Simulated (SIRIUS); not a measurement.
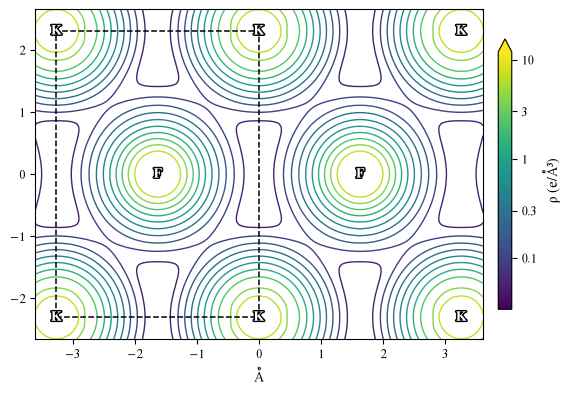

Figure 1: KF. Electron density on the (101) plane of the conventional cell.

Space group Pm-3m; a structure from a database of computed crystals, not necessarily the ambient phase.

Level of theory: SIRIUS, Kohn-Sham DFT of a periodic cell, PBE, all-electron FP-LAPW.

The calculation treats all electrons.

```cif
data_structure
_symmetry_space_group_name_H-M 'P 1'
_symmetry_Int_Tables_number 1
_cell_length_a 3.2590
_cell_length_b 3.2590
_cell_length_c 3.2590
_cell_angle_alpha 90.000
_cell_angle_beta 90.000
_cell_angle_gamma 90.000
_cell_volume 34.61
loop_
_atom_site_label
_atom_site_type_symbol
_atom_site_fract_x
_atom_site_fract_y
_atom_site_fract_z
_atom_site_occupancy
K1 K 0.00000 0.00000 0.00000 1
F1 F 0.50000 0.50000 0.50000 1
```

Question: Describe what can be read from this map.

Answer:
- Atoms in the plane: K and F.
- K–F (2.82 Å): ρ is about 0.09 e/Å³ halfway.
- Between the atoms the lowest density in this plane is 0.03 e/Å³.

Question: Metal or insulator at this level of theory?

Answer: It is gapped, with a Kohn–Sham gap of 6.3 eV on the k-point mesh (the band edges may lie off the mesh, which would make the gap smaller).
